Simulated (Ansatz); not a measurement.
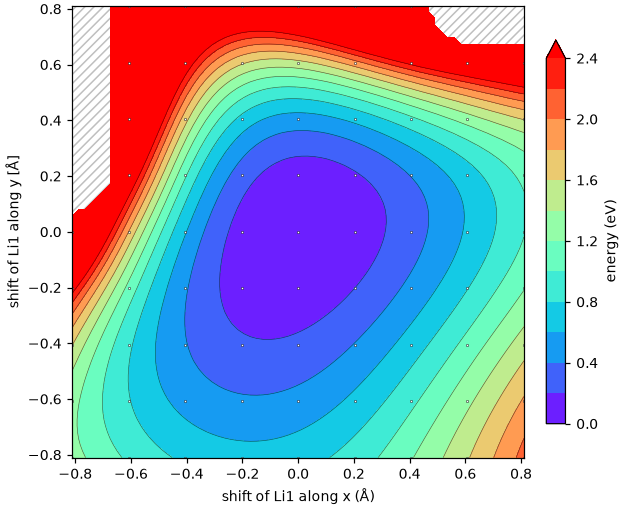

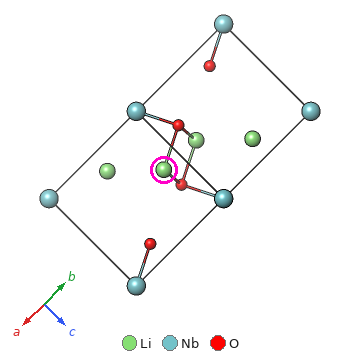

Energy landscape of Li₄NbO₄ (I4/m, No. 87; 9 atoms in the cell). One atom moved over a plane, all else fixed (x along [1 0 0], y along [0 −1 0], z along [0 0 −1] of the conventional cell). The first coordinate is: shift of Li1 along x; the second: shift of Li1 along y. Nothing is relaxed (all other atoms fixed). The grid has 9 × 9 points. At 6 points there is no value (left out of the scan, as a rule where atoms come close). Points are written as (first, second). Energies: eV per cell, counted from the lowest grid point. These are results of Ansatz 0.2.0, DFT PBEsol, scalar-relativistic, plane waves, PAW, not measurements. Settings: cutoff 420 eV, k-mesh 10×10×10, gaussian smearing 0.05 eV, no spin polarisation.

In the figure: filled contours, dots at the grid points, one colour for all values above the top of the scale, hatched blanks where no value was computed. Between grid points the surface is interpolated. The second picture is the structure at the lowest point

Question: Describe this landscape.

Answer: The lowest grid point is at (0.000 Å, 0.000 Å). No other kind of well shows on this grid. The highest grid point, (−0.608 Å, 0.810 Å), lies 6.98 eV above the lowest. Near the minimum the curvatures are about 3.2 and 5.9 eV/Å² along the soft and the stiff direction. The gap on the k-mesh is 1.3 eV at the lowest point and runs from 1.1 to 1.3 eV over the map.

The values on the grid:

```
shift of Li1 along y ↓, shift of Li1 along x →  −0.810  −0.608  −0.405  −0.203  0.000  0.203  0.405  0.608  0.810
                                         0.810       –    6.98    4.12    3.32   3.74   4.84   6.08      –      –
                                         0.608       –    5.52    2.65    1.64   1.54   1.93   2.48   2.96   3.20
                                         0.405       –    4.12    1.68    0.74   0.52   0.66   0.96   1.30   1.61
                                         0.203       –    2.82    1.02    0.30   0.10   0.18   0.41   0.71   1.05
                                         0.000    4.21    1.79    0.61    0.12   0.00   0.09   0.32   0.63   0.99
                                        −0.203    2.51    1.13    0.42    0.12   0.07   0.20   0.45   0.79   1.19
                                        −0.405    1.60    0.84    0.41    0.23   0.24   0.41   0.69   1.07   1.51
                                        −0.608    1.27    0.81    0.54    0.43   0.47   0.65   0.95   1.35   1.82
                                        −0.810    1.28    0.97    0.76    0.68   0.72   0.89   1.18   1.58   2.07
```

The input of one point:

```yaml
crystal:
  lattice:
    - [-3.8119495391, 3.8119495391, 1.6301049253]
    - [3.8119495391, -3.8119495391, 1.6301049253]
    - [3.8119495391, 3.8119495391, -1.6301049253]
  atoms:
    - { symbol: Li, position: [0.3341549847, 0.157328022, 0.4914830067] }
    - { symbol: Li, position: [0.842671978, 0.3341549847, 0.1768269627] }
    - { symbol: Li, position: [0.157328022, 0.6658450153, 0.8231730373] }
    - { symbol: Li, position: [0.6658450153, 0.842671978, 0.5085169933] }
    - { symbol: Nb, position: [0.0, 0.0, 0.0] }
    - { symbol: O, position: [0.7589255465, 0.0797104317, 0.8386359782] }
    - { symbol: O, position: [0.9202895683, 0.7589255465, 0.6792151148] }
    - { symbol: O, position: [0.0797104317, 0.2410744535, 0.3207848852] }
    - { symbol: O, position: [0.2410744535, 0.9202895683, 0.1613640218] }
basis:
  ecutwfc: 420
kpoints:
  mp_grid: { grid: [10, 10, 10] }
hamiltonian:
  xc: pbesol
  pseudopotentials: { kind: paw, azcp: { folder: soft_1 } }
scf:
  occupations: { method: gaussian, width: 0.05 }
output:
  forces: true
  stress: true
  eigenvalues: true
```

Each point was launched as `ansatz run input.yaml --threads 4 --pin off --max-ram 8192MiB --backend cpu --events-out ev --progress --plain --runs-dir out`. The whole map (75 points run) took 25 min on 4 threads of Arm Neoverse V2, on a shared host.
